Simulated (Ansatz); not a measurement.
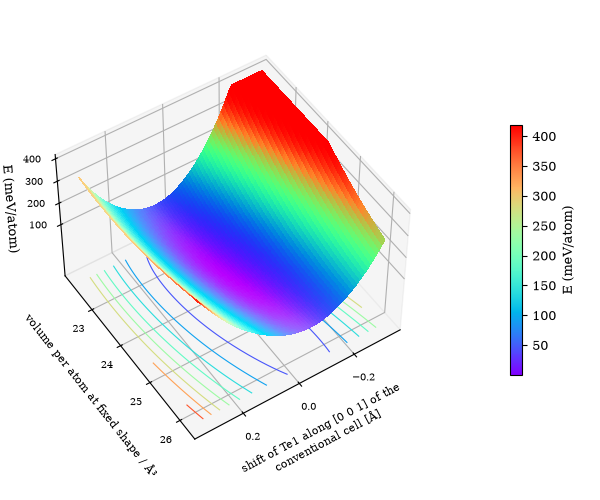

Energy landscape of Te₂Pt (P-3m1, No. 164; 3 atoms in the cell). The energy is mapped over a free internal coordinate and the cell. Coordinates scanned: (1) shift of Te1 along [0 0 1] of the conventional cell, Cartesian (0 0 1), its symmetry partners moved as symmetry demands (measured in the relaxed cell); (2) volume per atom at fixed shape. Nothing is relaxed (all other coordinates fixed). The scan uses a 7 × 7 grid. Points are written as (first, second). Energies: meV/atom, counted from the lowest grid point. Method: DFT PBEsol, scalar-relativistic, plane waves, PAW (Ansatz). Settings: cutoff 420 eV, k-mesh 12×12×8 in the order of the run's cell vectors, gaussian smearing 0.15 eV, no spin polarisation.

In the figure: a relief with its contours projected below, any walls above the top of the colour scale cut off. Between grid points the surface is interpolated. 

Describe this landscape.

The lowest grid point is at (0.000 Å, 24.26 Å³). It is the only kind of minimum in the scanned range. The highest grid point, (−0.323 Å, 22.32 Å³), lies 790 meV/atom above the lowest.

Time for the 49 points that were run: 9.7 min on 1 thread of AMD EPYC 7R43 64-Core Processor (Zen 3), with other jobs on the host.
